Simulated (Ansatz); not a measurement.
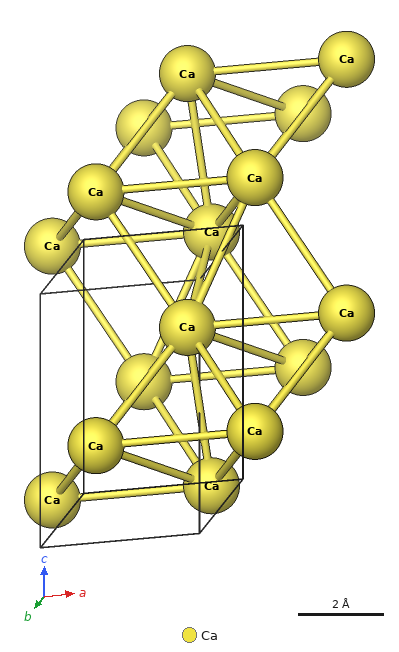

The starting point is crystalline Ca. A ball-and-stick model of the cell of the calculation, reduced to other axes, repeated 2 × 2 × 2 with one cell outlined, seen from a free direction. Lengths and directions refer to the drawn axes.

These are results of Ansatz 0.2.0, DFT PBE, scalar-relativistic, plane waves, PAW, not measurements. (plane-wave cutoff 420 eV; occupations gaussian; smearing width 0.1 eV; no spin polarisation) The k-mesh is chosen for each cell (12×12×8, 15×15×8).

Now this is done to it. The crystal is put under a hydrostatic pressure of 10 GPa. Cell and atoms are relaxed at that pressure.

The input:
```yaml
crystal:
  lattice:
    - [1.7676471992, -3.0618073076, 0.0]
    - [1.7676471992, 3.0618073076, 0.0]
    - [0.0, 0.0, 5.8749821066]
  atoms:
    - { symbol: Ca, position: [0.8333528561, 0.1666471439, 0.25] }
    - { symbol: Ca, position: [0.1666471439, 0.8333528561, 0.75] }
basis:
  ecutwfc: 420
kpoints:
  mp_grid: { grid: [15, 15, 8] }
hamiltonian:
  xc: pbe
scf:
  occupations: { method: gaussian, width: 0.1 }
output:
  forces: true
  stress: true
  eigenvalues: true
relax:
  adjacent_minimum: "off"
  f_tol: 0.008
  max_steps: 50
  cell: { stress_tol: 0.08, p_target: 10.0 }
```

Run as
```bash
ansatz run input.yaml --threads 1 --pin off --max-ram 1331MiB --backend cpu --events-out ev --progress --plain --runs-dir out
```

What is the effect?

Energy change: +309 meV per atom. (The two runs use different k-meshes.) The pressure goes from 0.0 to 10.0 GPa. It is metallic before and after. The volume changes by −29.2 %, with a 3.906 → 3.467 Å (−11.2 %), b 3.906 → 3.468 Å (−11.2 %), c 6.420 → 5.771 Å (−10.1 %). The atoms keep their places relative to the cell (all moves are under 0.005 Å). Among the bonded contacts that change: Ca–Ca 3.906 → 3.467 Å, Ca–Ca 3.923 → 3.512 Å. The space group stays P6_3/mmc (No. 194).

Drawn alike, the variant:

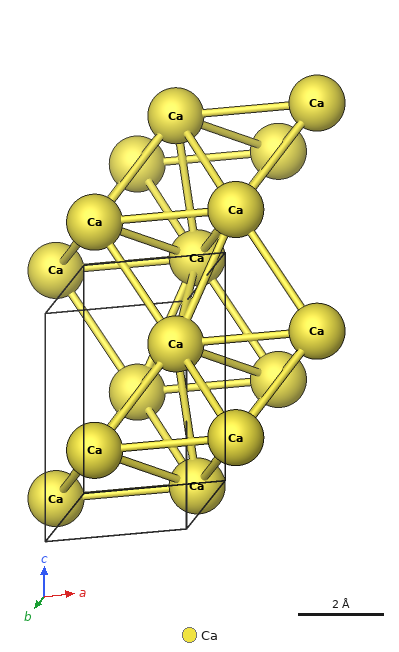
